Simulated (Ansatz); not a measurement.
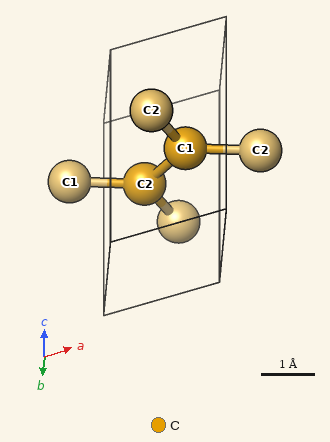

**Figure 1.** The structure as given in the input (ball-and-stick view of the cell of the calculation, seen at an oblique angle; neighbours outside the cell are drawn fainter; atoms are numbered from 1 in the order of the input). An atom can appear more than once, as a periodic image.

## Two runs on C

System: C (P6/mmm, 2 atoms in the cell).
Method of the first run: DFT PBE, scalar-relativistic, plane waves, PAW, no spin polarisation (Ansatz 0.2.0).

The structure was made by a generator, so it may or may not be a known phase. Text and figures count atoms from 1; the logs count them from 0 in places.

The input, the first run:
```yaml
crystal:
  lattice:
    - [2.4664849237, 0.0, 0.0]
    - [-1.2332424619, 2.136038602, 0.0]
    - [0.0, 0.0, 4.4227244991]
  atoms:
    - { symbol: C, position: [0.6666666667, 0.3333333333, 0.5] }
    - { symbol: C, position: [0.3333333333, 0.6666666667, 0.5] }
basis:
  ecutwfc: 420
kpoints:
  mp_grid: { grid: [24, 24, 12] }
hamiltonian:
  xc: pbe
scf:
  occupations: { method: gaussian, width: 0.1 }
output:
  forces: true
  stress: true
  eigenvalues: true
relax:
  adjacent_minimum: "off"
  f_tol: 0.01
  max_steps: 80
  cell: { stress_tol: 0.05 }
```

Launched with:
```bash
ansatz run input.yaml --threads 1 --pin off --max-ram 2560MiB --backend cpu --events-out ev --progress --plain --runs-dir out
```

Hardware: 1 thread of Arm Neoverse N1, 60 GiB of memory available, shared host.

Output, shortened to warnings, some set-up lines, iterations and results (the first run):
```
Basis set: ecut = 420 eV, 441 PW (Γ), exchange–correlation on 36×36×60 points (8 copies of the dense FFT grid, shifted against one another)
Symmetry: 24 space group operations
k-points: 427 of 6912
Initial density: superposition of atomic densities (neutral atoms: chi_scale 0, normalization atom), corrected by the library's trained network
[...]
SCF iter   1: F=—  HF=-501.886913 eV  |F-HF|=—  |Δ(HF+E_count)|=         —  Δρ=3.88e-3  dr2=4.11e-3  ethr=1.77e-3  ⟨swp⟩=4.6  Hψ=22723  notcnv=0
SCF iter   2: F=—  HF=-501.887255 eV  |F-HF|=—  |Δ(HF+E_count)|=   3.42e-4  Δρ=2.43e-3  dr2=2.19e-3  ethr=5.14e-5  ⟨swp⟩=1.8  Hψ=7163  notcnv=0
SCF iter   3: F=—  HF=-501.887224 eV  |F-HF|=—  |Δ(HF+E_count)|=   3.05e-5  Δρ=3.76e-4  dr2=5.39e-5  ethr=2.74e-5  ⟨swp⟩=2.6  Hψ=6176  notcnv=0
SCF iter   4: F=—  HF=-501.887249 eV  |F-HF|=—  |Δ(HF+E_count)|=   2.55e-5  Δρ=1.61e-4  dr2=2.54e-6  ethr=6.73e-7  ⟨swp⟩=1.8  Hψ=3868  notcnv=0
SCF iter   5: F=-501.887249 eV  HF=-501.887249 eV  |F-HF|=6.26e-9  |Δ(HF+E_count)|=   3.06e-7  Δρ=1.75e-5  dr2=2.08e-8  ethr=3.17e-8  ⟨swp⟩=2.7  Hψ=5114  notcnv=0
SCF iter   6: F=-501.887249 eV  HF=-501.887249 eV  |F-HF|=2.19e-10  |Δ(HF+E_count)|=   9.70e-9  Δρ=1.80e-6  dr2=4.91e-10  ethr=2.60e-10  ⟨swp⟩=2.5  Hψ=12711  notcnv=0
SCF 1 converged in 6 iterations: F = -501.887249 eV  dr2 = 4.91e-10
relax step   1: F+E_penalty+E_count = -501.88724917 eV  Δ(F+E_penalty+E_count) = +0.000e0 eV  max|allowed force component| = 3.146e-16 eV/Å  Δτ_max = 0.0000 Å  P = +0.011 GPa …
SCF iter   1: F=—  HF=-501.887244 eV  |F-HF|=—  |Δ(HF+E_count)|=         —  Δρ=3.02e-6  dr2=2.26e-9  ethr=9.97e-8  ⟨swp⟩=3.1  Hψ=33036  notcnv=0
SCF iter   2: F=—  HF=-501.887249 eV  |F-HF|=—  |Δ(HF+E_count)|=   5.32e-6  Δρ=1.45e-6  dr2=8.04e-10  ethr=2.82e-11  ⟨swp⟩=3.8  Hψ=6944  notcnv=0
SCF iter   3: F=—  HF=-501.887249 eV  |F-HF|=—  |Δ(HF+E_count)|=   2.43e-9  Δρ=8.84e-7  dr2=2.67e-10  ethr=1.01e-11  ⟨swp⟩=2.0  Hψ=3846  notcnv=0
SCF iter   4: F=-501.887249 eV  HF=-501.887249 eV  |F-HF|=1.25e-10  |Δ(HF+E_count)|=   1.94e-9  Δρ=1.82e-7  dr2=7.47e-12  ethr=1.00e-12  ⟨swp⟩=4.8  Hψ=15561  notcnv=0
SCF 2 converged in 4 iterations: F = -501.887249 eV  dr2 = 7.47e-12
relax step   2: F+E_penalty+E_count = -501.88724917 eV  Δ(F+E_penalty+E_count) = -8.049e-11 eV  max|allowed force component| = 3.331e-16 eV/Å  Δτ_max = 0.0000 Å  P = +0.010 …
basis re-selected at this cell: Δ(F+E_penalty+E_count) = -8.049e-11 eV, ΔP = -0.000 GPa vs the last step (what re-selecting the basis moved, of the pressure what is left beyond the Pulay correction that the steps carried, after the strain that the cell walked since its last selection, with what the …
SCF converged after 4 iterations
Free energy (F): -501.887249 eV
Harris-Foulkes:  -501.887249 eV  (|F-HF|=1.25e-10)
Internal energy: -501.886994 eV  (E = F + TS)
E sigma→0 (E₀):  -501.887122 eV
Entropy (-TS):   -0.000255 eV (-0.128 meV/atom)
Fermi energy:    4.286521 eV
--- Per-component energies (eV) ---
  E_band       = -38.881562
  E_kinetic    = 181.604686
  E_local      = -479.082923  (includes V_loc(G=0)·N_el)
  E_nonlocal   = 54.568618
  E_hartree    = 168.180916
  E_xc         = -95.920208
  E_vxc        = -118.739654  (∫ρ·V_xc dr)
  E_paw        = -198.677332  (= ΣΔE_a)
  E_vpaw       = -13.594173  (= ΣTr[D̂ρ^β])
  E_aug_tail   = 0.000015  (compensation charges beyond the density's cutoff)
  E_ewald      = -132.560766
  E_smearing   = -0.000255  (= −TS)
  E_closure    = 0.000000  (closes the sum)
  Σ components = -501.887249   (vs F -501.887249, Δ=0.00e0)
--- Forces (eV/Å), atoms counted from 1 ---
  atom   1  C      0.00000000     0.00000000     0.00000000
  atom   2  C      0.00000000    -0.00000000     0.00000000
  max |Σ_I F_I| component: 7.40e-17 eV/Å
--- Stress (GPa, compression-positive) ---
       -0.004928      -0.000000       0.000000
       -0.000000      -0.004928       0.000000
        0.000000       0.000000       0.041090
  P = ⅓ Tr σ = 0.0104 GPa (0.104 kbar)
--- Relaxed structure (1 steps of the walk, 1 accepted, 1 SCFs on fresh bases) ---
  F+E_penalty+E_count = -501.88724917 eV   max|allowed force component| = 3.331e-16 eV/Å   (the final SCF, on the basis selected at the relaxed cell)
  cell:  # Å, volume = 23.3012 Å³
    - [2.4664849237141317, 2.8867563919426594e-11, 0.0]
    - [-1.2332424618820659, 2.1360386019733277, 0.0]
    - [0.0, 0.0, 4.4227244991]
  atoms:
    - { symbol: C, position: [0.6666666666666666, 0.3333333333333333, 0.49999999999999994] }
    - { symbol: C, position: [0.3333333333333333, 0.6666666666666666, 0.49999999999999994] }
```

For the second run the input was changed thus:
```diff
-  occupations: { method: gaussian, width: 0.1 }
+  occupations: { method: fermi_dirac, width: 0.15 }
-  f_tol: 0.01
-  max_steps: 80
-  cell: { stress_tol: 0.05 }
+  f_tol: 0.001
+  max_steps: 60
+  cell: { stress_tol: 0.01 }
```

Predict how the results change.

The total energy of the second run is 0.08 meV per atom lower, which comes with the changed settings and measures no stability. The volume per atom goes from 11.65 to 11.91 Å³. The SCF takes 89 iterations over all geometry steps against 10. On the same kind of shared host the second run took about 8.7 times as long.

Output, shortened to warnings, some set-up lines, iterations and results (the second run):
```
Basis set: ecut = 420 eV, 441 PW (Γ), exchange–correlation on 36×36×60 points (8 copies of the dense FFT grid, shifted against one another)
Symmetry: 24 space group operations
k-points: 427 of 6912
Initial density: superposition of atomic densities (neutral atoms: chi_scale 0, normalization atom), corrected by the library's trained network
[...]
SCF iter   1: F=—  HF=-501.888036 eV  |F-HF|=—  |Δ(HF+E_count)|=         —  Δρ=3.88e-3  dr2=4.12e-3  ethr=1.77e-3  ⟨swp⟩=4.5  Hψ=22556  notcnv=0
SCF iter   2: F=—  HF=-501.888370 eV  |F-HF|=—  |Δ(HF+E_count)|=   3.34e-4  Δρ=2.43e-3  dr2=2.20e-3  ethr=5.15e-5  ⟨swp⟩=1.0  Hψ=6836  notcnv=0
SCF iter   3: F=—  HF=-501.888339 eV  |F-HF|=—  |Δ(HF+E_count)|=   3.15e-5  Δρ=3.75e-4  dr2=5.35e-5  ethr=2.75e-5  ⟨swp⟩=2.6  Hψ=6080  notcnv=0
SCF iter   4: F=—  HF=-501.888364 eV  |F-HF|=—  |Δ(HF+E_count)|=   2.52e-5  Δρ=1.58e-4  dr2=2.43e-6  ethr=6.69e-7  ⟨swp⟩=1.8  Hψ=3883  notcnv=0
SCF iter   5: F=-501.888364 eV  HF=-501.888364 eV  |F-HF|=6.16e-9  |Δ(HF+E_count)|=   2.85e-7  Δρ=1.70e-5  dr2=1.96e-8  ethr=3.04e-8  ⟨swp⟩=2.7  Hψ=5122  notcnv=0
[... 115 lines ...]
SCF iter   3: F=—  HF=-501.888467 eV  |F-HF|=—  |Δ(HF+E_count)|=   4.60e-9  Δρ=2.70e-6  dr2=2.87e-10  ethr=1.95e-11  ⟨swp⟩=2.0  Hψ=3850  notcnv=0
SCF iter   4: F=—  HF=-501.888467 eV  |F-HF|=—  |Δ(HF+E_count)|=   1.43e-9  Δρ=1.03e-7  dr2=3.24e-12  ethr=3.59e-12  ⟨swp⟩=2.1  Hψ=5067  notcnv=0
SCF iter   5: F=-501.888467 eV  HF=-501.888467 eV  |F-HF|=2.22e-12  |Δ(HF+E_count)|=  4.32e-12  Δρ=3.30e-8  dr2=3.44e-13  ethr=1.00e-12  ⟨swp⟩=5.2  Hψ=11658  notcnv=0
SCF 18 converged in 5 iterations: F = -501.888467 eV  dr2 = 3.44e-13
relax step  18: F+E_penalty+E_count = -501.88846702 eV  Δ(F+E_penalty+E_count) = -1.277e-4 eV  max|allowed force component| = 3.701e-16 eV/Å  Δτ_max = 0.0000 Å  P = +0.002 …
basis re-selected at this cell: Δ(F+E_penalty+E_count) = -1.277e-4 eV, ΔP = +0.002 GPa vs the last step (what re-selecting the basis moved, of the pressure what is left beyond the Pulay correction that the steps carried, after the strain that the cell walked since its last selection, with what the …
SCF converged after 5 iterations
Free energy (F): -501.888467 eV
Harris-Foulkes:  -501.888467 eV  (|F-HF|=2.22e-12)
Internal energy: -501.886112 eV  (E = F + TS)
E sigma→0 (E₀):  -501.887290 eV
Entropy (-TS):   -0.002355 eV (-1.177 meV/atom)
Fermi energy:    4.096593 eV
--- Per-component energies (eV) ---
  E_band       = -40.382322
  E_kinetic    = 181.601746
  E_local      = -495.777218  (includes V_loc(G=0)·N_el)
  E_nonlocal   = 54.568406
  E_hartree    = 175.777856
  E_xc         = -95.918171
  E_vxc        = -118.736903  (∫ρ·V_xc dr)
  E_paw        = -198.677251  (= ΣΔE_a)
  E_vpaw       = -13.594068  (= ΣTr[D̂ρ^β])
  E_aug_tail   = 0.000015  (compensation charges beyond the density's cutoff)
  E_ewald      = -123.461495
  E_smearing   = -0.002355  (= −TS)
  E_closure    = 0.000000  (closes the sum)
  Σ components = -501.888467   (vs F -501.888467, Δ=0.00e0)
--- Forces (eV/Å), atoms counted from 1 ---
  atom   1  C     -0.00000000     0.00000000     0.00000000
  atom   2  C      0.00000000    -0.00000000     0.00000000
  max |Σ_I F_I| component: 0.00e0 eV/Å
--- Stress (GPa, compression-positive) ---
       -0.001043      -0.000000       0.000000
       -0.000000      -0.001043       0.000000
        0.000000       0.000000       0.009024
  P = ⅓ Tr σ = 0.0023 GPa (0.023 kbar)
--- Relaxed structure (11 steps of the walk, 11 accepted, 7 SCFs on fresh bases) ---
  F+E_penalty+E_count = -501.88846702 eV   max|allowed force component| = 3.701e-16 eV/Å   (the final SCF, on the basis selected at the relaxed cell)
  cell:  # Å, volume = 23.8252 Å³
    - [2.466506635456576, 2.8867818033028482e-11, 0.0]
    - [-1.2332533177532883, 2.1360574048938448, 0.0]
    - [0.0, 0.0, 4.522104981120689]
  atoms:
    - { symbol: C, position: [0.6666666666666667, 0.33333333333333337, 0.5] }
    - { symbol: C, position: [0.33333333333333337, 0.6666666666666667, 0.5] }
```

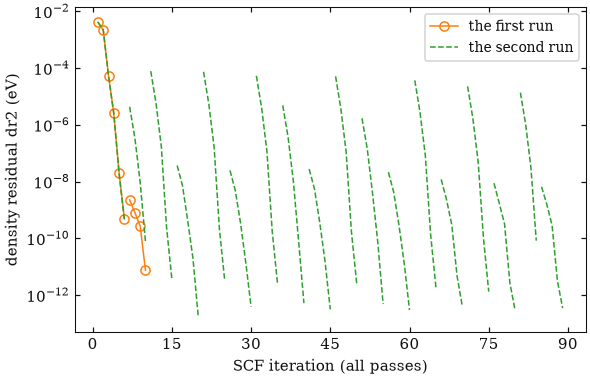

**Figure 2.** Convergence of the two runs: density residual dr2 against the SCF iteration. A break in a curve parts two SCF passes. The first run takes 10 iterations in all, and the second run takes 89.

The two runs side by side:

| quantity | the first run | the second run |
| --- | --- | --- |
| outcome | converged | converged |
| free energy per atom (eV) | −250.9436 | −250.9442 |
| energy per atom, smearing taken to zero (eV) | −250.9436 | −250.9436 |
| gap on the mesh (eV) | 0.00 | 0.00 |
| pressure (GPa) | 0.01 | 0.00 |
| volume per atom (Å³) | 11.65 | 11.91 |
| largest force (eV/Å) | 0.000 | 0.000 |
| SCF iterations | 10 | 89 |
| irreducible k-points | 427 | 427 |
| wall time (shared host) | 19 s | 2.8 min |
